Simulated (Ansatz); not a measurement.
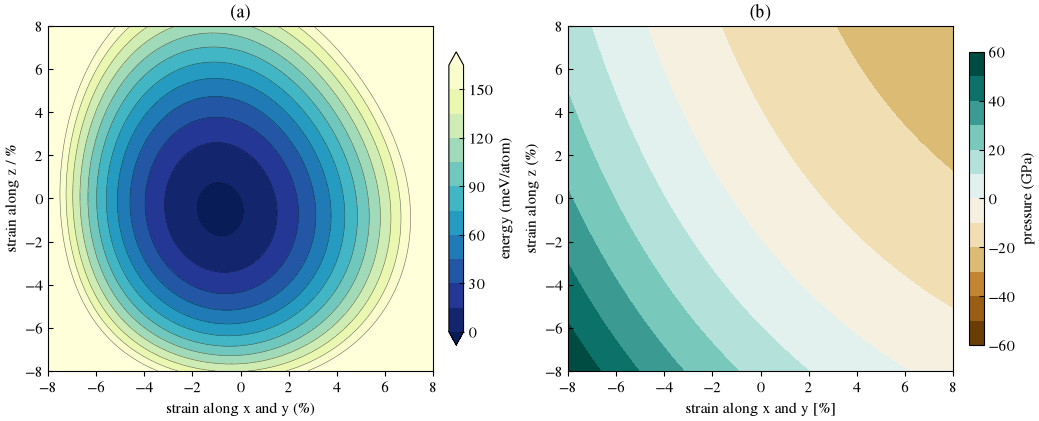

Al2O3 (P-3m1, No. 164; 5 atoms in the cell). 
- The cell is strained homogeneously, by one strain along x and y and another along z, with fractional coordinates fixed (x along [1 0 0], z along [0 0 1] of the conventional cell).
- Coordinates scanned: (1) strain along x and y; (2) strain along z.
- The scan uses a 5 × 5 grid.
- All energies are given in meV/atom relative to the lowest grid point.
- The reference cell is the one listed in the database, not relaxed at this level.
- Level of theory: DFT PBEsol, scalar-relativistic, plane waves, PAW in Ansatz. Settings: cutoff 420 eV, k-mesh 12×12×4 in the order of the run's cell vectors, gaussian smearing 0.05 eV, no spin polarisation.

Panel (a) is the energy and panel (b) the computed pressure on the same grid.

Drawn: filled contours, one colour for all values above the top of the scale. Between grid points the surface is interpolated.

How does the pressure vary over the map, and what is it at the lowest grid point?

Answer. It runs from −26 GPa at strain along x and y = 8 %, strain along z = 8 % to 60 GPa at strain along x and y = −8 %, strain along z = −8 %. At the lowest grid point, strain along x and y = 0 %, strain along z = 0 %, it is −4 GPa.
